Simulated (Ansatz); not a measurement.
## Geometry relaxation, with input and output: HfS$_{2}$ (part 2 of 2)

Continued. System: HfS$_{2}$ (P-3m1, 3 atoms in the cell). Method: DFT PBEsol, scalar-relativistic, plane waves, PAW, no spin polarisation (Ansatz 0.2.0); cutoff 420 eV, 18×18×8 k-mesh, Fermi–Dirac smearing of 0.15 eV. The structure derives from a Materials Project entry. It belongs to a series of runs on one base structure; here: elastic constants, atoms relaxed.

Geometry of the input (Å; fractional positions):
```
3.2061  0.0000  0.0000
-1.6031  2.7766  0.0000
0.0000  0.0000  5.0522
Hf 0.0000  0.0000  0.0000
S  0.6667  0.3333  0.6945
S  0.3333  0.6667  0.3055
```

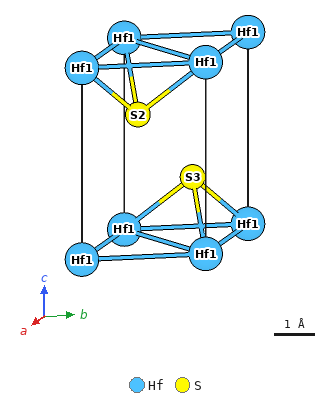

Fig. 1: The geometry at step 2 of the log (ball-and-stick view of the cell of the calculation, seen slightly off an axis; atoms are numbered from 1 in the order of the input).

## What the program printed, continued
```
SCF iter   1: F=—  HF=-17371.047043 eV  |F-HF|=—  |Δ(HF+E_count)|=         —  Δρ=5.89e-7  dr2=6.21e-11  ethr=1.00e-12  ⟨swp⟩=2.4  Hψ=82592  notcnv=0
SCF iter   2: F=—  HF=-17371.047064 eV  |F-HF|=—  |Δ(HF+E_count)|=   2.11e-5  Δρ=2.53e-7  dr2=1.07e-11  ethr=1.63e-13 (applied; sched 1.00e-12)  ⟨swp⟩=3.0  Hψ=40646  notcnv=0
SCF iter   3: F=—  HF=-17371.047064 eV  |F-HF|=—  |Δ(HF+E_count)|=  7.28e-12  Δρ=1.76e-7  dr2=5.19e-12  ethr=2.83e-14 (applied; sched 1.00e-12)  ⟨swp⟩=1.0  Hψ=16680  notcnv=0
SCF iter   4: F=—  HF=-17371.047064 eV  |F-HF|=—  |Δ(HF+E_count)|=  3.64e-12  Δρ=1.35e-7  dr2=3.17e-12  ethr=1.37e-14 (applied; sched 1.00e-12)  ⟨swp⟩=1.0  Hψ=16680  notcnv=0
SCF iter   5: F=—  HF=-17371.047064 eV  |F-HF|=—  |Δ(HF+E_count)|=  3.64e-12  Δρ=8.70e-8  dr2=1.33e-12  ethr=8.33e-15 (applied; sched 1.00e-12)  ⟨swp⟩=1.0  Hψ=16680  notcnv=0
SCF iter   6: F=—  HF=-17371.047064 eV  |F-HF|=—  |Δ(HF+E_count)|=    0.00e0  Δρ=5.20e-8  dr2=4.88e-13  ethr=3.49e-15 (applied; sched 1.00e-12)  ⟨swp⟩=1.0  Hψ=16680  notcnv=0
SCF iter   7: F=—  HF=-17371.047064 eV  |F-HF|=—  |Δ(HF+E_count)|=    0.00e0  Δρ=3.32e-8  dr2=1.97e-13  ethr=1.28e-15 (applied; sched 1.00e-12)  ⟨swp⟩=1.0  Hψ=16680  notcnv=0
SCF iter   8: F=-17371.047064 eV  HF=-17371.047064 eV  |F-HF|=1.09e-11  |Δ(HF+E_count)|=  3.64e-12  Δρ=1.49e-8  dr2=4.04e-14  ethr=1.00e-12  ⟨swp⟩=4.0  Hψ=48726  notcnv=0
SCF 31 converged in 8 iterations: F = -17371.047064 eV  dr2 = 4.04e-14
SCF converged after 9 iterations
Free energy (F): -17371.047439 eV
Harris-Foulkes:  -17371.047439 eV  (|F-HF|=7.28e-12)
Internal energy: -17370.999868 eV  (E = F + TS)
E sigma→0 (E₀):  -17371.023653 eV
Entropy (-TS):   -0.047571 eV (-15.857 meV/atom)
Fermi energy:    16.456559 eV
--- Per-component energies (eV) ---
  E_band       = 70.555473
  E_kinetic    = 656.265662
  E_local      = -6661.469362  (includes V_loc(G=0)·N_el)
  E_nonlocal   = -1178.703931
  E_hartree    = 3150.773500
  E_xc         = -497.758647
  E_vxc        = -451.029261  (∫ρ·V_xc dr)
  E_paw        = -7978.510133  (= ΣΔE_a)
  E_vpaw       = 1403.945376  (= ΣTr[D̂ρ^β])
  E_aug_tail   = 0.000001  (compensation charges beyond the density's cutoff)
  E_ewald      = -4862.971947
  E_core_change = 1.374990  (= ΣΔE_core)
  E_smearing   = -0.047571  (= −TS)
  E_closure    = 0.000000  (closes the sum)
  Σ components = -17371.047439   (vs F -17371.047439, Δ=0.00e0)
--- Forces (eV/Å), atoms counted from 1 ---
  atom   1  Hf    -0.00000000     0.00000000     0.00000000
  atom   2  S      0.00000000     0.00000000    -0.00004157
  atom   3  S      0.00000000    -0.00000000     0.00004157
  max |Σ_I F_I| component: 4.63e-18 eV/Å
--- Stress (GPa, compression-positive) ---
       34.999815       0.000000       0.000000
       -0.000000      34.999815      -0.000000
        0.000000       0.000000      34.998019
  P = ⅓ Tr σ = 34.9992 GPa (349.992 kbar)
--- Band table (eV; the first three rows and the last of 266) ---
  k-point 0: bands = ["-44.7844", "-13.7778", "-13.3698", "-13.3698", "0.5606", "4.4187", "5.2788", "5.2811", "5.2811", "5.3346", "5.3346", "5.3471", "5.5078", "8.8225", "13.4612", "13.4612", "16.8848", "16.8848", "17.5862", "17.7111", "18.5997", "18.5997", "20.6157", "20.6157"]
  k-point 1: bands = ["-44.7844", "-13.7792", "-13.3698", "-13.3698", "0.6560", "4.2042", "5.2765", "5.2809", "5.2809", "5.3347", "5.3347", "5.3470", "5.4171", "9.2066", "13.5044", "13.5044", "16.5298", "16.6947", "16.6947", "18.4465", "18.5507", "18.5507", "20.9246", "20.9246"]
  k-point 2: bands = ["-44.7844", "-13.7825", "-13.3697", "-13.3697", "0.9329", "3.6307", "5.2644", "5.2806", "5.2806", "5.3222", "5.3349", "5.3349", "5.3470", "10.1238", "13.6209", "13.6209", "15.2471", "16.2885", "16.2885", "18.4324", "18.4324", "18.8527", "21.6852", "21.6852"]
  k-point 265: bands = ["-44.7388", "-13.8631", "-13.8631", "-13.5918", "3.7383", "3.7383", "5.2651", "5.3099", "5.3099", "5.3191", "5.3353", "5.3901", "5.3901", "10.7289", "10.7289", "11.6241", "12.2258", "14.0497", "14.0497", "19.0253", "19.0253", "20.4137", "25.0168", "25.0595"]
--- Elastic constants: 3 strain directions × 2 members + reference (group order 12) ---
  dense FFT box of the reference and of every strained cell: 24×24×36
  strains applied: 11, 33, 23; error gains: componentwise 1.00 (the most a stress slope's error grows in a printed constant), spectral 1.41 (1 for all six strains in a standard setting)
  reference relaxed by the batch: 2 steps; max|allowed force component| 2.16e-4 eV/Å at the deck's positions, 4.16e-5 at the last accepted step, 4.16e-5 by the solve of record
  largest displacement 1.1e-5 Å; the constants are those of the deck's cell at these positions:
  atoms:
    - { symbol: Hf, position: [2.625480483358927e-36, 1.92675665016679e-36, 0.0] }
    - { symbol: S, position: [0.6666666666666666, 0.3333333333333333, 0.6944625094847713] }
    - { symbol: S, position: [0.3333333333333333, 0.6666666666666666, 0.3055374905152286] }
  C = ∂σ_k/∂η_j (tension-positive GPa; Voigt order 11 22 33 23 13 12):
       254.794     87.818    125.760    -29.871     -0.000      0.000
        87.818    254.794    125.760     29.871     -0.000      0.000
       125.723    125.723    401.513      0.000     -0.000      0.000
       -29.888     29.888     -0.000     89.265      0.000     -0.000
         0.000      0.000      0.000      0.000     89.265    -29.888
         0.000      0.000      0.000      0.000    -29.871     83.488
  reference stress σ⁰ (GPa):    -35.000    -35.000    -34.998      0.000     -0.000      0.000
  C* (energy form; C + prestress term) asymmetry max|C*_kj − C*_jk| = 3.546e-2 GPa — a small one proves nothing (zero by symmetry where the batch's group is 432, −43m or m−3m); a large one is finite-difference/SCF noise where every solve meets its electron count
  moduli (Voigt/Reuss/Hill, GPa): K = 176.63/164.84/170.74   G = 90.52/79.78/85.15   E = 219.04   ν = 0.286
  mechanically stable: yes (min eigenvalue of sym C = 56.36 GPa)
  strain η (Voigt 11):  stress-route row diagonal C_11 = 254.79 GPa, energy-path curvature d²(F+E_count+ΔE)/dδ²/Ω₀ = 254.82 GPa
         δ    σ_11 (GPa)             F (eV)   n_scf  n_hpsi   n_pw
    -5.000e-3     -36.2837      -17370.9974160       7  251759    894   relax 6 steps, max|allowed force component| 3.96e-7 eV/Å
     5.000e-3     -33.7358      -17371.0956720       8  266944    905   relax 3 steps, max|allowed force component| 8.95e-6 eV/Å
  strain η (Voigt 33):  stress-route row diagonal C_33 = 401.51 GPa, energy-path curvature d²(F+E_count+ΔE)/dδ²/Ω₀ = 401.51 GPa
         δ    σ_33 (GPa)             F (eV)   n_scf  n_hpsi   n_pw
    -5.000e-3     -37.0395      -17370.9968923       6   95255    905   relax 3 steps, max|allowed force component| 9.03e-7 eV/Å
     5.000e-3     -33.0244      -17371.0951671       8  101362    911   relax 3 steps, max|allowed force component| 2.28e-6 eV/Å
  strain η (Voigt 23):  stress-route row diagonal C_44 = 89.27 GPa, energy-path curvature d²(F+E_count+ΔE)/dδ²/Ω₀ = 106.79 GPa
         δ    σ_23 (GPa)             F (eV)   n_scf  n_hpsi   n_pw
    -5.000e-3      -0.4461      -17371.0470637       8  273284    905   relax 4 steps, max|allowed force component| 9.94e-7 eV/Å
     5.000e-3       0.4466      -17371.0470638       8  269930    905   relax 3 steps, max|allowed force component| 1.29e-5 eV/Å
```

## File elastic.tsv
```
# convention: tension-positive GPa; Voigt order 11 22 33 23 13 12; engineering shear strains; stresses and constants hold the Pulay correction, whose part of sigma0, of c and of each member's stress the lines and columns named pulay_correction_..._gpa give (of c_energy it is that of c and, on the columns of strains 1 to 3, that of sigma0; of a layer's constants it is that of c in the plane, times a tenth of its plane spacing in ang); where a line pulay_correction_withheld stands none holds it
# sigma0_gpa = -3.4999815065e1 -3.4999815065e1 -3.4998018662e1 6.9483335492e-17 -3.9373890112e-15 0.0000000000e0
# pulay_correction_sigma0_gpa = -4.7161852186e-2 -4.7161852186e-2 -4.6785688559e-2 2.2618273272e-20 -1.2078157927e-17 -1.3570963963e-19
# reference_relaxation: steps = 2	allowed_force_max_ev_ang = 4.1563363470e-5	allowed_force_max_at_the_deck_ev_ang = 2.1558311858e-4	allowed_force_max_of_the_record_solve_ev_ang = 4.1574757385e-5	largest_displacement_ang = 1.0832899602e-5
# c_energy_asymmetry_gpa = 3.5464993409e-2
# group_order = 12
# error_gain_componentwise = 1.0000000000e0	error_gain_spectral = 1.4142135624e0
# k_voigt_gpa = 1.7663353601e2	k_reuss_gpa = 1.6484486846e2	k_hill_gpa = 1.7073920223e2
# g_voigt_gpa = 9.0523708128e1	g_reuss_gpa = 7.9777739239e1	g_hill_gpa = 8.5150723683e1
# youngs_gpa = 2.1903923095e2	poisson = 2.8618537504e-1
# min_eigenvalue_gpa = 5.6357595844e1	stable = true
# k	c_k1_gpa	c_k2_gpa	c_k3_gpa	c_k4_gpa	c_k5_gpa	c_k6_gpa	c_energy_k1_gpa	c_energy_k2_gpa	c_energy_k3_gpa	c_energy_k4_gpa	c_energy_k5_gpa	c_energy_k6_gpa	pulay_correction_c_k1_gpa	pulay_correction_c_k2_gpa	pulay_correction_c_k3_gpa	pulay_correction_c_k4_gpa	pulay_correction_c_k5_gpa	pulay_correction_c_k6_gpa
1	2.5479367948e2	8.7817663093e1	1.2576025279e2	-2.9871385427e1	-5.2473922169e-14	4.0828486531e-18	2.1979386441e2	5.2817848028e1	9.0760437721e1	-2.9871385427e1	-5.2473922169e-14	4.0828486531e-18	9.5989220352e-2	8.1626867339e-2	1.0954470044e-1	-2.3167683318e-2	-5.1861305761e-17	-1.4990311474e-19
2	8.7817663093e1	2.5479367948e2	1.2576025279e2	2.9871385427e1	-5.3568532200e-14	4.0828486531e-18	5.2817848028e1	2.1979386441e2	9.0760437721e1	2.9871385427e1	-5.3568532200e-14	4.0828486531e-18	8.1626867339e-2	9.5989220352e-2	1.0954470044e-1	2.3167683318e-2	-5.0020087832e-17	-9.4017616533e-18
3	1.2572299139e2	1.2572299139e2	4.0151265063e2	4.6259292693e-18	-8.9404388127e-14	4.6942238228e-18	9.0724972728e1	9.0724972728e1	3.6651463197e2	4.6259292693e-18	-8.9404388127e-14	4.6942238228e-18	6.6735726876e-2	6.6735726876e-2	8.5379137760e-3	-1.4456028966e-19	-1.7010100835e-17	-3.2476200437e-17
4	-2.9888223873e1	2.9888223873e1	-2.7838379117e-29	8.9265415839e1	3.8315959514e-15	-2.7237471537e-14	-2.9888223873e1	2.9888223873e1	6.9483335492e-17	8.9265415839e1	3.8315959514e-15	-2.7237471537e-14	-3.3541752084e-2	3.3541752084e-2	2.3110163922e-34	4.2957821199e-3	1.2642030966e-18	-1.9660199394e-17
5	1.5777218104e-29	5.6843418861e-14	4.4707866075e-14	3.8315959514e-15	8.9265415839e1	-2.9888223873e1	-3.9373890112e-15	5.2906029850e-14	4.0770477064e-14	3.8315959514e-15	8.9265415839e1	-2.9888223873e1	-5.7824115866e-19	4.3368086899e-17	1.4036480240e-17	1.2642030966e-18	4.2957821199e-3	-3.3541752084e-2
6	0.0000000000e0	9.4541165877e-31	7.6588746089e-15	1.1394239618e-15	-2.9871385427e1	8.3488008192e1	0.0000000000e0	9.4541165877e-31	7.6588746089e-15	1.1394239618e-15	-2.9871385427e1	8.3488008192e1	1.5407439555e-33	9.2518585385e-18	5.9400787401e-18	-9.2060896446e-19	-2.3167683318e-2	7.1811765068e-3
```

## Trajectory as extended XYZ (Å, eV, eV/Å), 22 of the 24 frames kept, from step=1 to step=3
```
3
Lattice="3.2061 0.0000 0.0000 -1.6031 2.7766 0.0000 0.0000 0.0000 5.0522" Properties=species:S:1:pos:R:3:forces:R:3 step=1 energy=-17371.04744
Hf    0.0000    0.0000    0.0000    0.0000   0.0000   0.0000
S     1.6031    0.9255    3.5086    0.0000   0.0000   0.0002
S     0.0000    1.8511    1.5437    0.0000   0.0000  -0.0002
3
Lattice="3.2061 0.0000 0.0000 -1.6031 2.7766 0.0000 0.0000 0.0000 5.0522" Properties=species:S:1:pos:R:3:forces:R:3 step=2 energy=-17371.04744
Hf    0.0000    0.0000    0.0000    0.0000   0.0000   0.0000
S     1.6031    0.9255    3.5086    0.0000   0.0000   0.0000
S     0.0000    1.8511    1.5436    0.0000   0.0000   0.0000
3
Lattice="3.2061 0.0000 0.0000 -1.6031 2.7766 0.0000 0.0000 0.0000 5.0522" Properties=species:S:1:pos:R:3:forces:R:3 step=1 energy=-17370.99710
Hf    0.0000    0.0000    0.0000    0.0000   0.0000   0.0000
S     1.5950    0.9255    3.5086    0.0000   0.0288  -0.0750
S     0.0000    1.8511    1.5436    0.0000  -0.0288   0.0750
3
Lattice="3.2061 0.0000 0.0000 -1.6031 2.7766 0.0000 0.0000 0.0000 5.0522" Properties=species:S:1:pos:R:3:forces:R:3 step=2 energy=-17370.99740
Hf    0.0000    0.0000    0.0000    0.0000   0.0000   0.0000
S     1.5950    0.9273    3.5054    0.0000   0.0111   0.0008
S     0.0000    1.8493    1.5468    0.0000  -0.0111  -0.0008
3
Lattice="3.2061 0.0000 0.0000 -1.6031 2.7766 0.0000 0.0000 0.0000 5.0522" Properties=species:S:1:pos:R:3:forces:R:3 step=3 energy=-17370.99742
Hf    0.0000    0.0000    0.0000    0.0000   0.0000   0.0000
S     1.5950    0.9281    3.5054    0.0000   0.0034   0.0019
S     0.0000    1.8485    1.5468    0.0000  -0.0034  -0.0019
3
Lattice="3.2061 0.0000 0.0000 -1.6031 2.7766 0.0000 0.0000 0.0000 5.0522" Properties=species:S:1:pos:R:3:forces:R:3 step=4 energy=-17370.99742
Hf    0.0000    0.0000    0.0000    0.0000   0.0000   0.0000
S     1.5950    0.9285    3.5055    0.0000   0.0000  -0.0001
S     0.0000    1.8481    1.5468    0.0000   0.0000   0.0001
3
Lattice="3.2061 0.0000 0.0000 -1.6031 2.7766 0.0000 0.0000 0.0000 5.0522" Properties=species:S:1:pos:R:3:forces:R:3 step=6 energy=-17370.99742
Hf    0.0000    0.0000    0.0000    0.0000   0.0000   0.0000
S     1.5950    0.9285    3.5055    0.0000   0.0000   0.0000
S     0.0000    1.8481    1.5468    0.0000   0.0000   0.0000
3
Lattice="3.2061 0.0000 0.0000 -1.6031 2.7766 0.0000 0.0000 0.0000 5.0522" Properties=species:S:1:pos:R:3:forces:R:3 step=1 energy=-17371.09536
Hf    0.0000    0.0000    0.0000    0.0000   0.0000   0.0000
S     1.6111    0.9255    3.5086    0.0000  -0.0277   0.0727
S     0.0000    1.8511    1.5436    0.0000   0.0277  -0.0727
3
Lattice="3.2061 0.0000 0.0000 -1.6031 2.7766 0.0000 0.0000 0.0000 5.0522" Properties=species:S:1:pos:R:3:forces:R:3 step=2 energy=-17371.09567
Hf    0.0000    0.0000    0.0000    0.0000   0.0000   0.0000
S     1.6111    0.9227    3.5116    0.0000  -0.0008   0.0016
S     0.0000    1.8539    1.5406    0.0000   0.0008  -0.0016
3
Lattice="3.2061 0.0000 0.0000 -1.6031 2.7766 0.0000 0.0000 0.0000 5.0522" Properties=species:S:1:pos:R:3:forces:R:3 step=3 energy=-17371.09567
Hf    0.0000    0.0000    0.0000    0.0000   0.0000   0.0000
S     1.6111    0.9226    3.5117    0.0000   0.0000   0.0000
S     0.0000    1.8540    1.5405    0.0000   0.0000   0.0000
3
Lattice="3.2061 0.0000 0.0000 -1.6031 2.7766 0.0000 0.0000 0.0000 5.0522" Properties=species:S:1:pos:R:3:forces:R:3 step=1 energy=-17370.99668
Hf    0.0000    0.0000    0.0000    0.0000   0.0000   0.0000
S     1.6031    0.9255    3.4910    0.0000   0.0000  -0.0718
S     0.0000    1.8511    1.5359    0.0000   0.0000   0.0718
3
Lattice="3.2061 0.0000 0.0000 -1.6031 2.7766 0.0000 0.0000 0.0000 5.0522" Properties=species:S:1:pos:R:3:forces:R:3 step=2 energy=-17370.99689
Hf    0.0000    0.0000    0.0000    0.0000   0.0000   0.0000
S     1.6031    0.9255    3.4880    0.0000   0.0000   0.0014
S     0.0000    1.8511    1.5390    0.0000   0.0000  -0.0014
3
Lattice="3.2061 0.0000 0.0000 -1.6031 2.7766 0.0000 0.0000 0.0000 5.0522" Properties=species:S:1:pos:R:3:forces:R:3 step=3 energy=-17370.99689
Hf    0.0000    0.0000    0.0000    0.0000   0.0000   0.0000
S     1.6031    0.9255    3.4881    0.0000   0.0000   0.0000
S     0.0000    1.8511    1.5389    0.0000   0.0000   0.0000
3
Lattice="3.2061 0.0000 0.0000 -1.6031 2.7766 0.0000 0.0000 0.0000 5.0522" Properties=species:S:1:pos:R:3:forces:R:3 step=1 energy=-17371.09495
Hf    0.0000    0.0000    0.0000    0.0000   0.0000   0.0000
S     1.6031    0.9255    3.5261    0.0000   0.0000   0.0720
S     0.0000    1.8511    1.5514    0.0000   0.0000  -0.0720
3
Lattice="3.2061 0.0000 0.0000 -1.6031 2.7766 0.0000 0.0000 0.0000 5.0522" Properties=species:S:1:pos:R:3:forces:R:3 step=2 energy=-17371.09517
Hf    0.0000    0.0000    0.0000    0.0000   0.0000   0.0000
S     1.6031    0.9255    3.5291    0.0000   0.0000   0.0027
S     0.0000    1.8511    1.5484    0.0000   0.0000  -0.0027
3
Lattice="3.2061 0.0000 0.0000 -1.6031 2.7766 0.0000 0.0000 0.0000 5.0522" Properties=species:S:1:pos:R:3:forces:R:3 step=3 energy=-17371.09517
Hf    0.0000    0.0000    0.0000    0.0000   0.0000   0.0000
S     1.6031    0.9255    3.5292    0.0000   0.0000   0.0000
S     0.0000    1.8511    1.5483    0.0000   0.0000   0.0000
3
Lattice="3.2061 0.0000 0.0000 -1.6031 2.7766 0.0000 0.0000 0.0000 5.0522" Properties=species:S:1:pos:R:3:forces:R:3 step=2 energy=-17371.04700
Hf    0.0000    0.0000    0.0000    0.0000   0.0000   0.0000
S     1.6031    0.9130    3.5062    0.0000  -0.0251   0.0008
S     0.0000    1.8510    1.5390    0.0000   0.0251  -0.0008
3
Lattice="3.2061 0.0000 0.0000 -1.6031 2.7766 0.0000 0.0000 0.0000 5.0522" Properties=species:S:1:pos:R:3:forces:R:3 step=3 energy=-17371.04706
Hf    0.0000    0.0000    0.0000    0.0000   0.0000   0.0000
S     1.6031    0.9104    3.5063    0.0000  -0.0001  -0.0003
S     0.0000    1.8536    1.5390    0.0000   0.0001   0.0003
3
Lattice="3.2061 0.0000 0.0000 -1.6031 2.7766 0.0000 0.0000 0.0000 5.0522" Properties=species:S:1:pos:R:3:forces:R:3 step=4 energy=-17371.04706
Hf    0.0000    0.0000    0.0000    0.0000   0.0000   0.0000
S     1.6031    0.9104    3.5063    0.0000   0.0000   0.0000
S     0.0000    1.8536    1.5390    0.0000   0.0000   0.0000
3
Lattice="3.2061 0.0000 0.0000 -1.6031 2.7766 0.0000 0.0000 0.0000 5.0522" Properties=species:S:1:pos:R:3:forces:R:3 step=1 energy=-17371.04668
Hf    0.0000    0.0000    0.0000    0.0000   0.0000   0.0000
S     1.6031    0.9343    3.5109    0.0000   0.0604  -0.0006
S     0.0000    1.8549    1.5483    0.0000  -0.0604   0.0006
3
Lattice="3.2061 0.0000 0.0000 -1.6031 2.7766 0.0000 0.0000 0.0000 5.0522" Properties=species:S:1:pos:R:3:forces:R:3 step=2 energy=-17371.04706
Hf    0.0000    0.0000    0.0000    0.0000   0.0000   0.0000
S     1.6031    0.9406    3.5109    0.0000   0.0009   0.0015
S     0.0000    1.8486    1.5483    0.0000  -0.0009  -0.0015
3
Lattice="3.2061 0.0000 0.0000 -1.6031 2.7766 0.0000 0.0000 0.0000 5.0522" Properties=species:S:1:pos:R:3:forces:R:3 step=3 energy=-17371.04706
Hf    0.0000    0.0000    0.0000    0.0000   0.0000   0.0000
S     1.6031    0.9407    3.5109    0.0000   0.0000   0.0000
S     0.0000    1.8485    1.5483    0.0000   0.0000   0.0000
```

## Key numbers

```json
{"quantity": "outcome", "value": "converged"}
{"quantity": "space group (tolerance 0.01 Å)", "value": "P-3m1 (164) → Cm (8)"}
{"quantity": "electrons treated", "value": "38"}
{"quantity": "free energy", "value": "−17371.0474 eV"}
{"quantity": "Fermi energy", "value": "16.457 eV"}
{"quantity": "gap on the k-point mesh", "value": "none (metallic)"}
{"quantity": "pressure", "value": "35.00 GPa"}
{"quantity": "final volume", "value": "44.98 Å³"}
{"quantity": "bulk modulus (Hill)", "value": "170.7 GPa"}
{"quantity": "shear modulus (Hill)", "value": "85.2 GPa"}
{"quantity": "largest force (length of the vector) at the end", "value": "under 0.001 eV/Å"}
{"quantity": "final cell", "value": "a = 3.206 Å, b = 3.206 Å, c = 5.052 Å, α = 90.00°, β = 90.00°, γ = 120.00°"}
{"quantity": "elastic stability", "value": "stable"}
{"quantity": "hardware", "value": "1 thread of Arm Neoverse V1, 24 GiB of memory available, shared host"}
{"quantity": "wall time", "value": "18 min"}
{"quantity": "peak memory", "value": "0.89 GiB"}
```

## Notes

Results for this metal are sensitive to the k-point mesh. Spin–orbit coupling is left out, which matters for Hf. The cell is under a pressure of 35 GPa at this level, so it is not at its equilibrium volume.
